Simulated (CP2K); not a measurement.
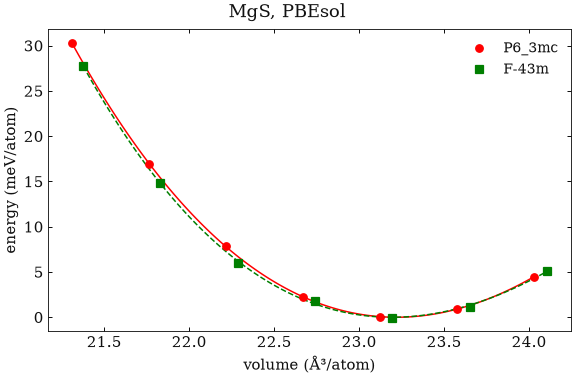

Plotted: energy against volume, with one curve for each structure, for MgS. Each energy curve has its own zero, so the curves don't rank the structures.

Method: DFT in Gaussian orbitals with a plane-wave density, no spin polarisation; energies at scaled volumes of the given cell, shape and fractions fixed, counted from the fit's minimum, third-order Birch-Murnaghan fit (CP2K 2026.2). Level: PBEsol.

```csv
setting,value
occupations,Fermi–Dirac
smearing width,0.05 eV
potentials,GTH PBE with UZH TZVP basis
density cutoff,19050 eV
```

Settings that differ: P6_3mc: k mesh 8×8×4; F-43m: k mesh 8×8×8.

Give the values behind the plot as a table.

P6_3mc:
| volume (Å³/atom) | energy (meV/atom) |
| --- | --- |
| 21.31 | 30.33 |
| 21.76 | 16.93 |
| 22.22 | 7.88 |
| 22.67 | 2.25 |
| 23.12 | 0.05 |
| 23.58 | 0.89 |
| 24.03 | 4.50 |

F-43m:
| volume (Å³/atom) | energy (meV/atom) |
| --- | --- |
| 21.38 | 27.77 |
| 21.83 | 14.82 |
| 22.29 | 5.95 |
| 22.74 | 1.78 |
| 23.20 | −0.03 |
| 23.65 | 1.18 |
| 24.10 | 5.13 |

Caveats: shape and atomic fractions are frozen while scaling, which makes layered, chain and framework solids too stiff.
